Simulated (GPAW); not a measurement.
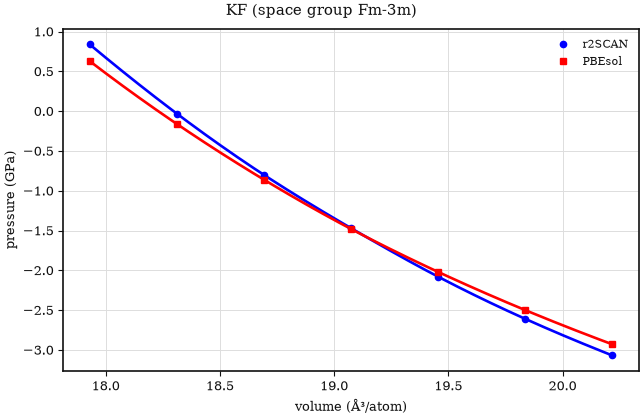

Plotted: pressure against volume, with one curve for each functional, for KF (space group Fm-3m).

Method: PAW DFT in plane waves, on a grid or in atomic orbitals, no spin polarisation; energies at scaled volumes of the given cell, shape and fractions fixed, counted from the fit's minimum, third-order Birch-Murnaghan fit (GPAW 26.7.0). All runs: no spin polarisation.

- k mesh: 9×9×9
- occupations: Fermi–Dirac
- smearing width: 0.05 eV
- wave cutoff: 800 eV

Settings that differ: r2SCAN: potentials GPAW-PAW-data-sets-(gpaw-data-1.2.1); PBEsol: potentials PAW-data-sets-made-by gpaw-setup-for-the-functional.

### Order the curves by fitted equilibrium volume, smallest first.

PBEsol 18.702, r2SCAN 18.815 Å³/atom.

### Order the curves by fitted bulk modulus, smallest first.

PBEsol 32.8, r2SCAN 35.3 GPa.

### For r2SCAN: what does the pressure do across the range?

It falls from 0.84 GPa at volume 17.93 Å³/atom to −3.07 GPa at 20.22 Å³/atom, and changes sign near 18.30 Å³/atom.

Keep in mind: the fit and the printed pressures don't fully agree, or the minimum lies near the end of the range (r2SCAN).
